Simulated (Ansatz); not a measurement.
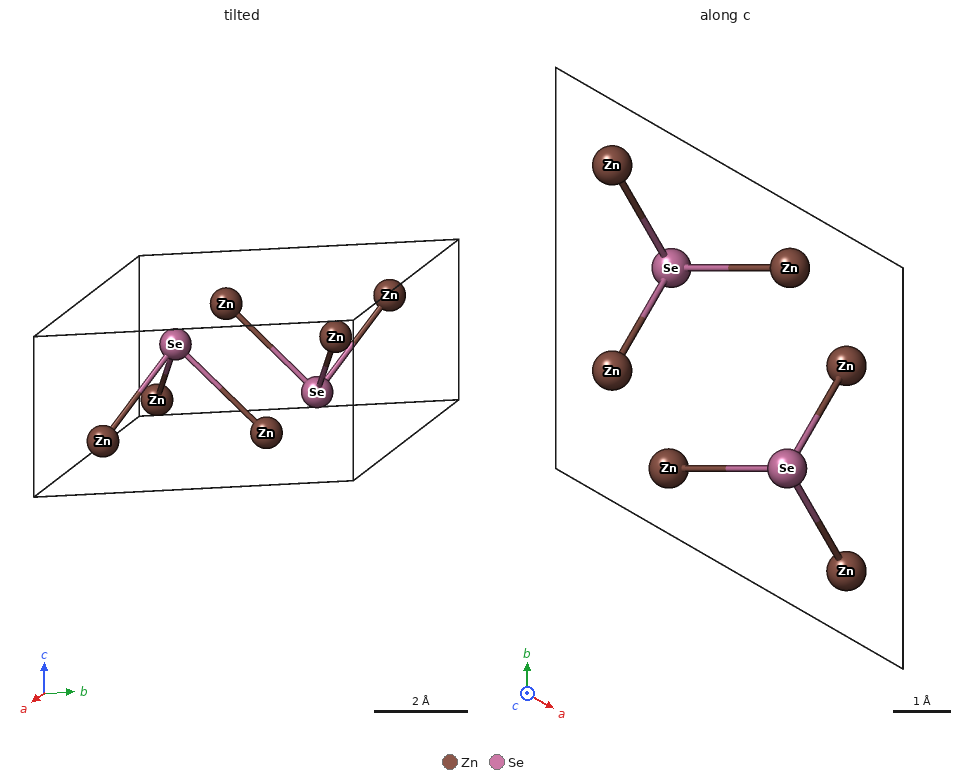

A ball-and-stick rendering, viewed slightly off an axis and along the c axis. The frame is the conventional unit cell; atoms at its boundary are shown with their periodic copies. Cell: a = 7.04 Å, b = 7.04 Å, c = 3.60 Å, α = 90.00°, β = 90.00°, γ = 120.00°.

Provenance: a structure type filled with these elements by a generator (whether the compound takes this form wasn't checked). Earlier steps of the study, as a rule a relaxation of our own, may have changed the cell and positions, so they can lie some per cent off the listed ones. Ansatz was used for an electronic-structure calculation on it.

What structure is drawn here?

Answer. The material is Zn₃Se. The lattice is primitive hexagonal and the space group P6_3/mmc (No. 194). It has 8 atoms to the cell (6 Zn, 2 Se). Each Se atom is coordinated by six Zn in a trigonal prismatic arrangement at about 2.7 Å. Not all metal-metal contacts are counted. The bonds build Zn3Se chains along [001].

The numbers come from DFT PBE, scalar-relativistic, plane waves, PAW in Ansatz 0.2.0, using E_cut = 420 eV, a 6×6×10 k-point grid, Gaussian smearing of 0.1 eV, no spin polarisation.

Metal or not?

Answer. A metal: bands cross the Fermi level.

Predict the Bader charges.

Answer. Zn +0.25 e; Se -0.76 e.

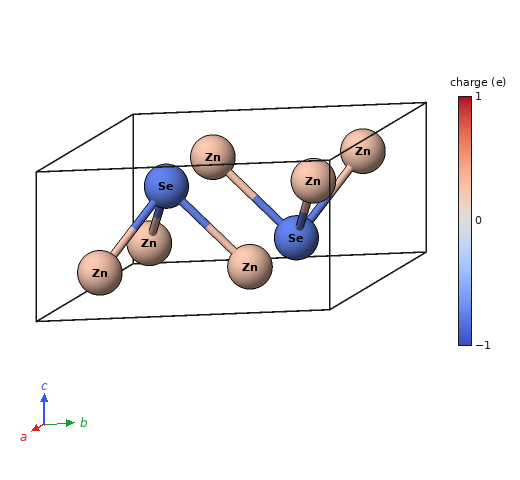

The atoms coloured by those charges. The run's cell of 8 atoms is drawn.

Can this geometry be taken as optimised?

Answer. Yes. All forces vanish to within 0.01 eV/Å. The pressure is 0.0 GPa, close to zero.
